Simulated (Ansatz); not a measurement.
# CdF2 (Fm-3m): phonons and vibrational spectra

Wanted: phonon frequencies of CdF2 (Fm-3m) and what follows from them.

Calculated with Ansatz 0.2.0; DFT LDA, scalar-relativistic, plane waves, PAW.

## Step 1: The starting structure

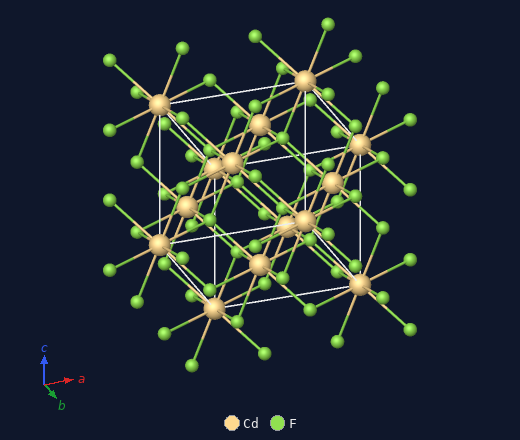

The starting structure, seen from a free direction (cadmium orange, fluorine green). This picture shows the conventional cell, with its axes. Some periodic images of atoms are drawn too.

## Step 2: Bringing the structure to rest

The cell and atoms are relaxed, since residual forces and stress would shift the frequencies.

input.yaml

```yaml
crystal:
  lattice:
    - [0.0, 2.694, 2.694]
    - [2.694, 0.0, 2.694]
    - [2.694, 2.694, 0.0]
  atoms:
    - { symbol: Cd, position: [0.0, 0.0, 0.0] }
    - { symbol: F, position: [0.25, 0.25, 0.25] }
    - { symbol: F, position: [0.75, 0.75, 0.75] }
kpoints:
  mp_grid: { grid: [8, 8, 8] }
hamiltonian:
  xc: lda
scf:
  occupations: { method: gaussian, width: 0.02 }
output:
  forces: true
  stress: true
  eigenvalues: true
relax:
  adjacent_minimum: "off"
  f_tol: 0.005
  max_steps: 80
  cell: { stress_tol: 0.05 }
```

Run with:

```
$ ansatz run input.yaml --threads 4 --pin off --max-ram 7168MiB --backend cpu --events-out ev --progress --plain --runs-dir out
```

Numbers of over 12 decimals in the logs are rounded to 6 here.

Log:

```text
Engine: ansatz 0.2.0, aarch64-unknown-linux-gnu
Pseudopotentials: kind: paw
Pseudopotential: Cd, paw, valence charge 20, recommended cutoff 420 eV (normal), Cd.paw.azcp
Pseudopotential: F, paw, valence charge 7, recommended cutoff 420 eV (normal), F.paw.azcp
Functional definition: SPW92
  exchange = slater_x
  correlation = pw_c
Crystal: 3 atoms, lattice volume = 39.104 Å³
Basis set: ecut = 420 eV, 749 PW (Γ)
Bands: 21, of which v1, the nominal top of the filled ones, is band 17 counted from 1 (16 counted from 0)
Symmetry: 48 space group operations
Space group: Fm-3m (ITA 225), of the structure as read, at distance tolerance 3.4e-5 Å
k-points: 29 of 512
Non-local potential: Cd, projectors of the file, l = 0: 3, l = 1: 2, l = 2: 2, l = 3: 1
Non-local potential: F, projectors of the file, l = 0: 2, l = 1: 2, l = 2: 1
PAW form: soft (Blöchl's): semilocal exchange-correlation on the pseudo side does not see the compensation charge
PAW frozen core: Cd, regenerated for the run's functional, and the local potential with it (the file was generated under x = pbe(κ = 0.804, μ = 0.219515), c = pbe(β = 0.066725))
PAW frozen core: F, regenerated for the run's functional, and the local potential with it (the file was generated under x = pbe(κ = 0.804, μ = 0.219515), c = pbe(β = 0.066725))
PAW one-centre angular grid: Cd, 590 points (default); XC on 64 Gauss nodes
PAW one-centre angular grid: F, 110 points (default); XC on 64 Gauss nodes
Initial density: superposition of atomic densities (neutral atoms: chi_scale 0, normalization atom), corrected by the library's trained network
Initial wavefunctions: pseudopotential atomic-orbital guess
Functional: x = slater, c = lda
SCF iter   1: F=—  HF=-9706.361971 eV  |F-HF|=—  |Δ(HF+E_count)|=         —  Δρ=2.37e-2  dr2=1.56e-1  ethr=1.77e-3  ⟨swp⟩=5.2  Hψ=2540  notcnv=0
preconditioner: auto → none  [insulator: Δε(μ)=2.523 eV  Ē_g=16.016 eV  σ=0.020 eV  W_gap=1.00  n_scr=14 (ndim 8)  ℏωp=30.3 eV  f_vac=0.125  D(μ)=0.00/eV (n_scr^D=0)  ε∞_Penn≈4.6]
SCF iter   2: F=—  HF=-9706.325582 eV  |F-HF|=—  |Δ(HF+E_count)|=   3.64e-2  Δρ=1.28e-2  dr2=3.25e-2  ethr=4.58e-4  ⟨swp⟩=2.0  Hψ=1334  notcnv=0
SCF iter   3: F=—  HF=-9706.315544 eV  |F-HF|=—  |Δ(HF+E_count)|=   1.00e-2  Δρ=2.03e-3  dr2=7.78e-4  ethr=9.55e-5  ⟨swp⟩=2.0  Hψ=1095  notcnv=0
SCF iter   4: F=—  HF=-9706.315304 eV  |F-HF|=—  |Δ(HF+E_count)|=   2.41e-4  Δρ=8.59e-4  dr2=9.21e-5  ethr=2.29e-6  ⟨swp⟩=1.4  Hψ=709  notcnv=0
SCF iter   5: F=—  HF=-9706.315243 eV  |F-HF|=—  |Δ(HF+E_count)|=   6.09e-5  Δρ=2.80e-5  dr2=1.48e-7  ethr=2.71e-7  ⟨swp⟩=2.0  Hψ=986  notcnv=0
SCF iter   6: F=-9706.315243 eV  HF=-9706.315243 eV  |F-HF|=4.22e-10  |Δ(HF+E_count)|=   6.06e-9  Δρ=4.00e-6  dr2=2.83e-9  ethr=2.94e-10  ⟨swp⟩=4.9  Hψ=2241  notcnv=0
SCF 1 converged in 6 iterations: F = -9706.315243 eV  dr2 = 2.83e-9
  greatest PAW one-centre occupation: 1.000 electrons in one spin orbital (limit 2), on the Cd atom at site 0 (counted from 0), in its partial waves of l = 0
relax step   1: F+E_penalty+E_count = -9706.31524265 eV  Δ(F+E_penalty+E_count) = +0.000e0 eV  max|allowed force component| = 5.397e-18 eV/Å  Δτ_max = 0.0000 Å  P = -5.701 GPa  Ω = 39.104 Å³  (6 SCF iters, dr2 threshold 1.00e-7 eV, accepted)
Crystal: 3 atoms, lattice volume = 37.230 Å³
Basis set: ecut = 420 eV, 725 PW (Γ)
Initial density: handed on by an earlier stage of this run
Initial wavefunctions: those handed on with the density
iter 1 solved again at ethr=5.84e-5 eV; its pass at ethr=3.10e-3 eV (dr2=1.99e-2 eV) is discarded
SCF iter   1: F=—  HF=-9706.367976 eV  |F-HF|=—  |Δ(HF+E_count)|=         —  Δρ=5.92e-3  dr2=1.95e-2  ethr=5.84e-5  ⟨swp⟩=1.1  Hψ=3224  notcnv=0
preconditioner: auto → none  [insulator: Δε(μ)=2.925 eV  Ē_g=16.618 eV  σ=0.020 eV  W_gap=1.00  n_scr=14 (ndim 8)  ℏωp=31.0 eV  f_vac=0.121  D(μ)=0.00/eV (n_scr^D=0)  ε∞_Penn≈4.5]
SCF iter   2: F=—  HF=-9706.361141 eV  |F-HF|=—  |Δ(HF+E_count)|=   6.84e-3  Δρ=4.97e-3  dr2=4.02e-3  ethr=5.75e-5  ⟨swp⟩=3.0  Hψ=1097  notcnv=0
SCF iter   3: F=—  HF=-9706.359908 eV  |F-HF|=—  |Δ(HF+E_count)|=   1.23e-3  Δρ=1.26e-3  dr2=4.14e-4  ethr=1.18e-5  ⟨swp⟩=2.9  Hψ=1403  notcnv=0
SCF iter   4: F=—  HF=-9706.359743 eV  |F-HF|=—  |Δ(HF+E_count)|=   1.65e-4  Δρ=4.78e-4  dr2=4.75e-5  ethr=1.22e-6  ⟨swp⟩=2.7  Hψ=1040  notcnv=0
SCF iter   5: F=—  HF=-9706.359724 eV  |F-HF|=—  |Δ(HF+E_count)|=   1.88e-5  Δρ=5.56e-5  dr2=5.33e-7  ethr=1.40e-7  ⟨swp⟩=2.1  Hψ=977  notcnv=0
SCF iter   6: F=-9706.359724 eV  HF=-9706.359724 eV  |F-HF|=7.28e-10  |Δ(HF+E_count)|=   1.92e-7  Δρ=2.77e-6  dr2=1.14e-9  ethr=8.82e-10  ⟨swp⟩=5.0  Hψ=2263  notcnv=0
SCF 2 converged in 6 iterations: F = -9706.359724 eV  dr2 = 1.14e-9
relax step   2: F+E_penalty+E_count = -9706.35972436 eV  Δ(F+E_penalty+E_count) = -4.448e-2 eV  max|allowed force component| = 3.431e-17 eV/Å  Δτ_max = 0.0000 Å  P = +0.199 GPa  Ω = 37.230 Å³  energy of the carried Pulay correction = +1.083e-2 eV  (6 SCF iters, dr2 threshold 3.00e-7 eV, accepted)
Crystal: 3 atoms, lattice volume = 37.290 Å³
iter 1 solved again at ethr=8.58e-8 eV; its pass at ethr=3.10e-3 eV (dr2=2.92e-5 eV) is discarded
SCF iter   1: F=—  HF=-9706.359411 eV  |F-HF|=—  |Δ(HF+E_count)|=         —  Δρ=1.94e-4  dr2=2.14e-5  ethr=8.58e-8  ⟨swp⟩=2.4  Hψ=3036  notcnv=0
preconditioner: auto → none  [insulator: Δε(μ)=2.982 eV  Ē_g=16.571 eV  σ=0.020 eV  W_gap=1.00  n_scr=14 (ndim 8)  ℏωp=31.0 eV  f_vac=0.121  D(μ)=0.00/eV (n_scr^D=0)  ε∞_Penn≈4.5]
SCF iter   2: F=—  HF=-9706.359404 eV  |F-HF|=—  |Δ(HF+E_count)|=   7.57e-6  Δρ=1.62e-4  dr2=4.29e-6  ethr=6.28e-8  ⟨swp⟩=2.0  Hψ=927  notcnv=0
SCF iter   3: F=—  HF=-9706.359402 eV  |F-HF|=—  |Δ(HF+E_count)|=   1.30e-6  Δρ=4.09e-5  dr2=4.65e-7  ethr=1.26e-8  ⟨swp⟩=2.0  Hψ=965  notcnv=0
SCF iter   4: F=-9706.359402 eV  HF=-9706.359402 eV  |F-HF|=3.95e-8  |Δ(HF+E_count)|=   1.93e-7  Δρ=1.62e-5  dr2=5.63e-8  ethr=2.91e-10  ⟨swp⟩=4.9  Hψ=2405  notcnv=0
SCF 3 converged in 4 iterations: F = -9706.359402 eV  dr2 = 5.63e-8
relax step   3: F+E_penalty+E_count = -9706.35940216 eV  Δ(F+E_penalty+E_count) = +3.222e-4 eV  max|allowed force component| = 4.626e-17 eV/Å  Δτ_max = 0.0000 Å  P = -0.015 GPa  Ω = 37.290 Å³  energy of the carried Pulay correction = +1.048e-2 eV  (4 SCF iters, dr2 threshold 9.90e-8 eV, accepted)
[...]
relax step   4: F+E_penalty+E_count = -9706.35128901 eV  Δ(F+E_penalty+E_count) = +8.113e-3 eV  max|allowed force component| = 5.551e-17 eV/Å  Δτ_max = 0.0000 Å  P = -0.425 GPa  Ω = 37.290 Å³  stress off target by 4.25e-1 GPa  SCF on the basis re-selected at this cell (its energy is not comparable with the rows above)  (6 SCF iters)
[...]
relax step   5: F+E_penalty+E_count = -9706.35214991 eV  Δ(F+E_penalty+E_count) = -8.609e-4 eV  max|allowed force component| = 3.392e-17 eV/Å  Δτ_max = 0.0000 Å  P = -0.002 GPa  Ω = 37.170 Å³  energy of the carried Pulay correction = +7.012e-4 eV  (4 SCF iters, dr2 threshold 3.00e-7 eV, accepted)
iter 1 solved again at ethr=1.92e-8 eV; its pass at ethr=3.10e-3 eV (dr2=6.52e-6 eV) is discarded
SCF iter   1: F=—  HF=-9706.351536 eV  |F-HF|=—  |Δ(HF+E_count)|=         —  Δρ=2.86e-5  dr2=1.60e-7  ethr=1.92e-8  ⟨swp⟩=3.0  Hψ=4248  notcnv=0
preconditioner: auto → none  [insulator: Δε(μ)=2.992 eV  Ē_g=16.600 eV  σ=0.020 eV  W_gap=1.00  n_scr=14 (ndim 8)  ℏωp=31.1 eV  f_vac=0.121  D(μ)=0.00/eV (n_scr^D=0)  ε∞_Penn≈4.5]
SCF iter   2: F=—  HF=-9706.351530 eV  |F-HF|=—  |Δ(HF+E_count)|=   6.41e-6  Δρ=1.56e-5  dr2=2.51e-8  ethr=4.71e-10  ⟨swp⟩=2.6  Hψ=982  notcnv=0
SCF iter   3: F=—  HF=-9706.351530 eV  |F-HF|=—  |Δ(HF+E_count)|=   4.75e-9  Δρ=4.04e-6  dr2=3.37e-9  ethr=7.37e-11  ⟨swp⟩=3.0  Hψ=1153  notcnv=0
SCF iter   4: F=—  HF=-9706.351530 eV  |F-HF|=—  |Δ(HF+E_count)|=  8.75e-10  Δρ=7.58e-7  dr2=1.28e-10  ethr=9.90e-12  ⟨swp⟩=2.0  Hψ=931  notcnv=0
SCF iter   5: F=-9706.351530 eV  HF=-9706.351530 eV  |F-HF|=3.64e-12  |Δ(HF+E_count)|=  3.82e-11  Δρ=2.51e-7  dr2=1.12e-11  ethr=1.00e-12  ⟨swp⟩=5.2  Hψ=2515  notcnv=0
SCF 6 converged in 5 iterations: F = -9706.351530 eV  dr2 = 1.12e-11
relax step   6: F+E_penalty+E_count = -9706.35152983 eV  Δ(F+E_penalty+E_count) = +6.201e-4 eV  max|allowed force component| = 3.990e-17 eV/Å  Δτ_max = 0.0000 Å  P = -0.019 GPa  Ω = 37.170 Å³  stress off target by 1.88e-2 GPa  SCF on the basis re-selected at this cell (its energy is not comparable with the rows above)  (5 SCF iters)
basis re-selected at this cell: Δ(F+E_penalty+E_count) = +6.201e-4 eV, ΔP = -0.017 GPa vs the last step (what re-selecting the basis moved, of the pressure what is left beyond the Pulay correction that the steps carried, after the strain that the cell walked since its last selection, with what the two solves' SCF thresholds leave and, on support functions, any second-order correction that the steps lacked; it is no m [...]
SCF converged after 5 iterations
Free energy (F): -9706.351530 eV
Harris-Foulkes:  -9706.351530 eV  (|F-HF|=3.64e-12)
Internal energy: -9706.351530 eV  (E = F + TS)
E sigma→0 (E₀):  -9706.351530 eV
Fermi energy:    8.303600 eV
--- Per-component energies (eV) ---
  E_band       = -467.136102
  E_kinetic    = 916.400039
  E_local      = -4133.383246  (includes V_loc(G=0)·N_el)
  E_nonlocal   = 196.202546
  E_hartree    = 1828.170730
  E_xc         = -330.417593
  E_vxc        = -421.914047  (∫ρ·V_xc dr)
  E_paw        = -4325.765325  (= ΣΔE_a)
  E_vpaw       = -680.787057  (= ΣTr[D̂ρ^β])
  E_aug_tail   = 0.004108  (compensation charges beyond the density's cutoff)
  E_ewald      = -3858.555862
  E_core_change = 0.993072  (= ΣΔE_core)
  E_smearing   = -0.000000  (= −TS)
  E_closure    = 0.000000  (closes the sum)
  Σ components = -9706.351530   (vs F -9706.351530, Δ=0.00e0)
--- Forces (eV/Å), atoms counted from 1 ---
  atom   1  Cd    -0.00000000     0.00000000     0.00000000
  atom   2  F     -0.00000000    -0.00000000    -0.00000000
  atom   3  F      0.00000000     0.00000000     0.00000000
  max |Σ_I F_I| component: 1.39e-17 eV/Å
--- Stress (GPa, compression-positive) ---
       -0.018806      -0.000000      -0.000000
       -0.000000      -0.018806      -0.000000
       -0.000000      -0.000000      -0.018806
  P = ⅓ Tr σ = -0.0188 GPa (-0.188 kbar)
--- Band table (eV; the first three rows and the last of 29) ---
  k-point 0: bands = [... 13 lower, 5.6528, 6.4014, 6.4014, 6.4014, 9.7995, 19.3443, 19.3443, 19.3443]
  k-point 1: bands = [... 13 lower, 5.5594, 6.2474, 6.3925, 6.3925, 10.4138, 18.6173, 19.6008, 19.6008]
  k-point 2: bands = [... 13 lower, 5.2677, 5.6388, 6.4064, 6.4064, 11.7805, 17.4400, 20.2690, 20.2690]
  k-point 28: bands = [... 13 lower, 5.1432, 5.1432, 6.0624, 6.8075, 15.0435, 18.0033, 18.5595, 18.5595]
--- Relaxed structure (4 steps of the walk, 4 accepted, 2 SCFs on fresh bases) ---
  F+E_penalty+E_count = -9706.35152983 eV   max|allowed force component| = 3.990e-17 eV/Å   (the final SCF, on the basis selected at the relaxed cell)
  cell:  # Å, volume = 37.1699 Å³
    - [0, 2.648828, 2.648828]
    - [2.648828, 0, 2.648828]
    - [2.648828, 2.648828, 0]
  atoms:
    - { symbol: Cd, position: [0, 0, 0] }
    - { symbol: F, position: [0.25, 0.25, 0.25] }
    - { symbol: F, position: [0.75, 0.75, 0.75] }
```

Wall time 3.8 s (4 threads of Arm Neoverse V1, shared host); peak memory 0.31 GiB; 11 s of CPU time.

The steps of the relaxation:

| step | energy less that of the first step (eV) | largest force component (eV/Å) | pressure (GPa) | volume (Å³) |
| --- | --- | --- | --- | --- |
| 1 | 0.0000 | 0.0000 | -5.70 | 39.10 |
| 2 | -0.0445 | 0.0000 | 0.20 | 37.23 |
| 3 | -0.0442 | 0.0000 | -0.01 | 37.29 |
| 4* | -0.0360 | 0.0000 | -0.43 | 37.29 |
| 5 | -0.0369 | 0.0000 | 0.00 | 37.17 |
| 6* | -0.0363 | 0.0000 | -0.02 | 37.17 |

Relaxation steps marked * repeat the geometry before them on a plane-wave basis chosen anew for their cell, so energy and pressure can jump there.

Forces are held to the 48 operations that the run works with; a distortion that breaks them can't arise in this run.

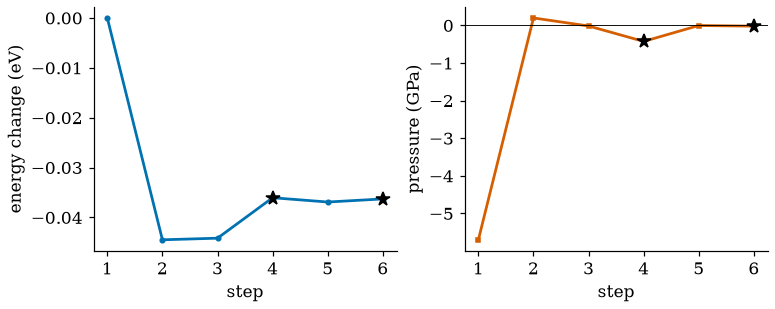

Energy and pressure along the relaxation. Stars mark steps on a basis chosen anew.

| conventional cell, symmetrised | before | after | change |
| --- | --- | --- | --- |
| a (Å) | 5.388 | 5.298 | -1.7 % |
| b (Å) | 5.388 | 5.298 | -1.7 % |
| c (Å) | 5.388 | 5.298 | -1.7 % |
| volume (Å³/atom) | 13.03 | 12.39 | -4.9 % |

The relaxed structure:

```xyz
3
Lattice="0.0000 2.6488 2.6488 2.6488 0.0000 2.6488 2.6488 2.6488 0.0000" Properties=species:S:1:pos:R:3 pbc="T T T"
Cd    0.0000    0.0000    0.0000
F     1.3244    1.3244    1.3244
F     3.9732    3.9732    3.9732
```

This step gave:

| Quantity | Value |
| --- | --- |
| pressure | -0.01881 GPa |
| gap on the k-mesh | 2.992 eV |
| volume per atom | 12.39 Å³ |
| direct gap on mesh | 3.398 eV |

In this step the volume went from 13.03 to 12.39 Å³/atom.

## Step 3: Relaxing to small forces for the phonons

Phonons need a cell at rest on their own settings, so the relaxation is repeated with tight tolerances on forces and stress on the k mesh and occupations of the first response run.

input.yaml, the sections that differ from step 2:

```yaml
crystal:
  lattice:
    - [0.0, 2.6488277312, 2.6488277312]
    - [2.6488277312, 0.0, 2.6488277312]
    - [2.6488277312, 2.6488277312, 0.0]
  atoms:
    - { symbol: Cd, position: [0.0, 0.0, 0.0] }
    - { symbol: F, position: [0.25, 0.25, 0.25] }
    - { symbol: F, position: [0.75, 0.75, 0.75] }
scf:
  occupations: { method: fixed }
relax:
  adjacent_minimum: "off"
  f_tol: 0.001
  max_steps: 60
  cell: { stress_tol: 0.01 }
# kpoints, hamiltonian, output: as in step 2
```

Log:

```text
[...]
Crystal: 3 atoms, lattice volume = 37.170 Å³
Basis set: ecut = 420 eV, 725 PW (Γ)
Bands: 21, of which v1, the nominal top of the filled ones, is band 17 counted from 1 (16 counted from 0)
Symmetry: 48 space group operations
[...]
k-points: 29 of 512
[...]
k-point 28: bands = [... 13 lower, 5.1451, 5.1451, 6.0643, 6.8097, 15.0468, 18.0058, 18.5627, 18.5627]
--- Relaxed structure (2 steps of the walk, 2 accepted, 1 SCFs on fresh bases) ---
[...]
cell:  # Å, volume = 37.1649 Å³
    - [0, 2.648710, 2.648710]
    - [2.648710, 0, 2.648710]
    - [2.648710, 2.648710, 0.0]
  atoms:
    - { symbol: Cd, position: [0, 0, 0] }
    - { symbol: F, position: [0.25, 0.25, 0.25] }
    - { symbol: F, position: [0.750000, 0.750000, 0.750000] }
[key lines of the parts left out:]
SCF converged after 4 iterations
Free energy (F): -9706.351559 eV
Fermi energy:    6.809698 eV
P = ⅓ Tr σ = -0.0018 GPa (-0.018 kbar)
```

Run time: 2.1 s. Hardware: 4 threads; peak memory 0.3 GiB.

Little changed from the start: no atom moved by 0.005 Å and no cell edge by 0.1 %.

This step gave:

* pressure: -0.001829 GPa

The forces vanish by symmetry and the pressure is -0.002 GPa, within the tolerances set. The cell now holds 12.39 Å³/atom.

(Part 1 of 3 ends here.)

[Logs are printed without paths, hosts, clocks, repeated set-up lines and the standing remarks that a program may print on its own settings, such as how far it seeks lower states.]

[Hosts, paths, dates, database ids (printed as entryN), source tags and the programs' standing remarks are cut or masked in the printed files.]
